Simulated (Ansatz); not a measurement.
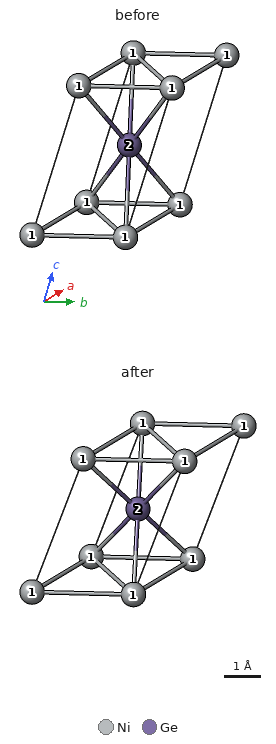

The structure of crystalline NiGe (built on the CuPt (L1_1) type) before (top) and after (bottom) a relaxation, at one scale.

The picture is a ball-and-stick view of the reduced cell, seen from a free direction. Lengths and directions refer to the drawn axes.

These are results of Ansatz, DFT PBE, scalar-relativistic, plane waves, PAW, not measurements.

Input file:
```yaml
crystal:
  lattice:
    - [1.8648897864, 1.8648897864, 3.7297795728]
    - [1.8648897864, 3.7297795728, 1.8648897864]
    - [3.7297795728, 1.8648897864, 1.8648897864]
  atoms:
    - { symbol: Ni, position: [0.0, 0.0, 0.0] }
    - { symbol: Ge, position: [0.5, 0.5, 0.5] }
basis:
  ecutwfc: 420
kpoints:
  mp_grid: { grid: [18, 18, 18] }
hamiltonian:
  xc: pbe
scf:
  occupations: { method: gaussian, width: 0.1 }
output:
  forces: true
  stress: true
  eigenvalues: true
relax:
  adjacent_minimum: "off"
  f_tol: 0.01
  max_steps: 80
  cell: { stress_tol: 0.05 }
```

Run as
```bash
ansatz run input.yaml --threads 1 --pin off --max-ram 2560MiB --backend cpu --events-out ev --progress --plain --runs-dir out
```

Describe what moved and what it gained.

Answer. No atom moves by more than 0.005 Å relative to the cell. The drawn cell changes as follows: a = b 2.637 → 2.863 Å (+8.6 %), c 4.568 → 4.124 Å (−9.7 %), α 73.2° → 69.7°, β 73.2° → 69.7°; the volume changes by +3.4 %. Among the contacts that change: Ni1–Ni1 2.637 → 2.863 Å, Ge2–Ge2 2.637 → 2.863 Å, Ni1–Ge2 2.637 → 2.510 Å. The space group stays R-3m (No. 166). The energy falls by 0.405 eV per cell of the calculation in 7 accepted moves (9 points after the start). All forces vanish by symmetry, so only the cell relaxes. The pressure goes from 5.40 to 0.00 GPa. The SCF was repeated twice at an unchanged geometry on a basis and grid sized afresh for the cell, which shifted the energy by 2.9 meV per cell of the calculation at most.
